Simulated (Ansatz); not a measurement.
**Co₂O: density, localisation and related maps**

```xyz
6
Lattice="0.0000 0.0000 -4.3614 0.0000 -4.6237 0.0000 -2.8647 0.0000 0.0000" Properties=species:S:1:pos:R:3 pbc="T T T"
Co    0.0000   -3.1210   -3.2231
Co   -1.4324   -3.8146   -1.0424
Co    0.0000   -1.5027   -1.1383
Co   -1.4324   -0.8092   -3.3190
O     0.0000    0.0000    0.0000
O    -1.4324   -2.3119   -2.1807
```

Space group Pnnm; built by placing these elements on a known structure type; not relaxed (largest force 0.5 eV/Å); computed pressure about 5 GPa in this cell; computed without spin polarisation.

Computed with Ansatz, DFT, PAW plane waves, PBE.

The density is the valence pseudo-density of a PAW calculation; it isn't the true density close to the nuclei.

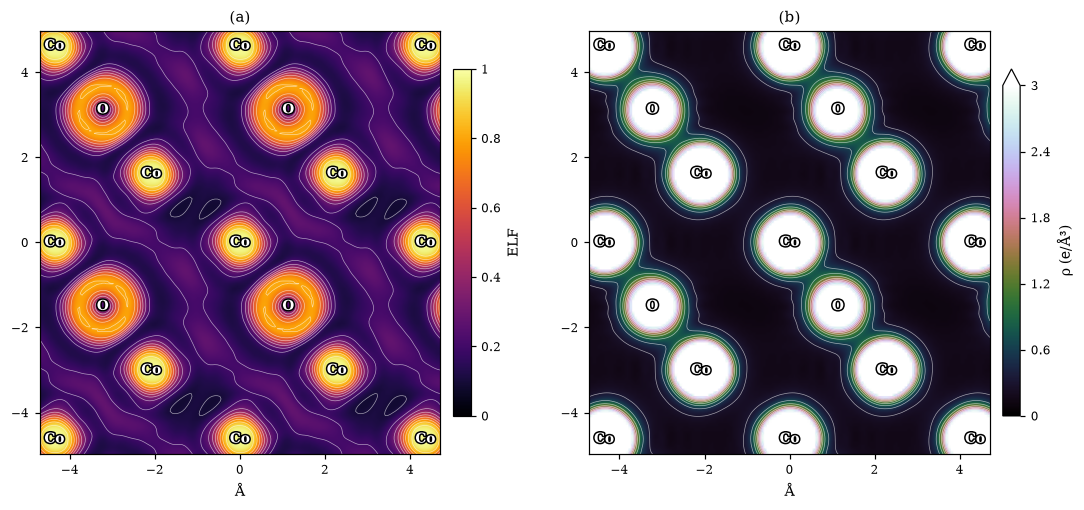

Figure 1. (a) ELF; (b) valence electron density on the (001) plane of the conventional cell.

What does the map show?

Answer. The plane passes through Co and O nuclei. Co–O (1.89 Å): ρ is about 0.78 e/Å³ halfway; the ELF peaks at about 0.80 in the valence shell of O, 0.6 Å from its nucleus, and is about 0.20 at the midpoint; no localised pair shows between them. Between the atoms the lowest density in this plane is 0.12 e/Å³. The features right at Co lie inside the PAW spheres, where the map follows smoothed inner orbitals and isn't to be read closely.

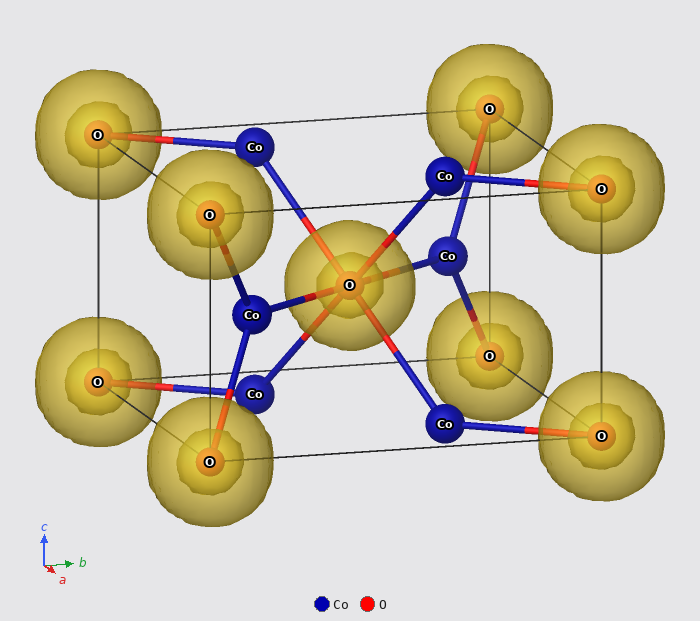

Figure 2. Isosurface of the ELF at 0.7 (yellow), seen slightly off an axis. Core shells and regions of very low density are left out. Sticks mark near contacts.

Identify the bonds, lone pairs and shells in this picture.

Answer. The surface consists of two regions wrapped around O (the valence shell of each), counted in one cell of 6 atoms. Regions shared between cells count once. Profiles from the grid: Co–O (1.95 Å): the ELF peaks at about 0.80 in the valence shell of O, 0.6 Å from its nucleus, and is about 0.15 at the midpoint (no shared electron pair shows on this line).

How much charge does the calculation move between the atoms?

Answer. Electrons move from Co towards O. Bader charges: Co +0.54 and O −1.07 e.

Does the calculation make it a metal, or give it a gap?

Answer. It is metallic or semimetallic at this level of theory: no gap opens; semilocal functionals without U, or without the true magnetic order, often close the gap of such compounds.
